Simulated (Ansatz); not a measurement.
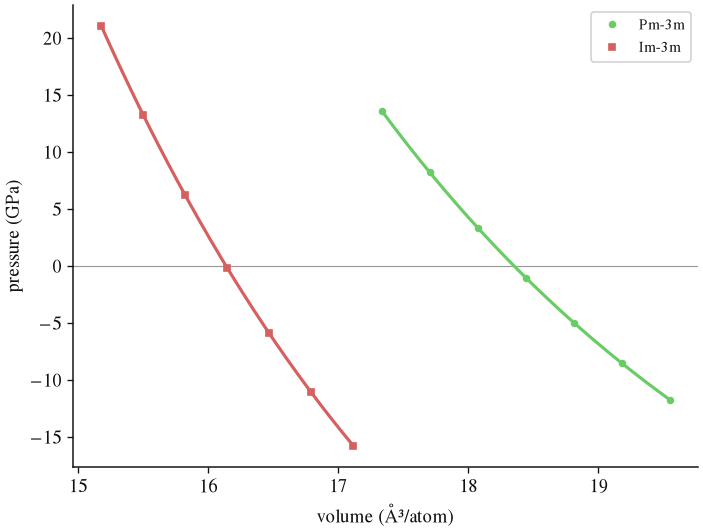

Figure. Pressure against volume, with one curve for each structure, for W.

Settings that differ: Pm-3m: k mesh 21×21×21, lattice centring simple cubic, space group number 221, structure type simple cubic; Im-3m: k mesh 24×24×24, lattice centring body-centred primitive, space group number 229, structure type bcc.

The fitted equilibrium volumes, smallest first, are Im-3m 16.14, Pm-3m 18.35 Å³/atom. The fitted bulk moduli, smallest first, are Pm-3m 212, Im-3m 303 GPa. For Pm-3m, the pressure falls from 13.6 GPa at volume 17.33 Å³/atom to −11.8 GPa at 19.55 Å³/atom, and changes sign near 18.35 Å³/atom. For Im-3m, the pressure falls from 21.1 GPa at volume 15.18 Å³/atom to −15.8 GPa at 17.12 Å³/atom, and changes sign near 16.14 Å³/atom.

How it was computed, with Ansatz 0.2.0 development build: equation of state of a cubic crystal from periodic Kohn-Sham density functional theory without spin, third-order Birch-Murnaghan fit to the free energies; pressure corrected for the finite basis. Level: PBE.

```json
{"setting": "atoms in cell", "value": "1"}
{"setting": "occupation method", "value": "Fermi–Dirac"}
{"setting": "occupation width", "value": "0.06123 eV"}
{"setting": "wave cutoff", "value": "420 eV"}
{"setting": "datasets", "value": "soft-1 PAW"}
{"setting": "density tolerance", "value": "1e-07 eV"}
{"setting": "bands", "value": "11"}
{"setting": "density cutoff ratio", "value": "4"}
{"setting": "search for lower states", "value": "default"}
```

Caveats: cubic model structure, not the ambient form (Pm-3m); modest k-mesh, values are not fully converged in k.
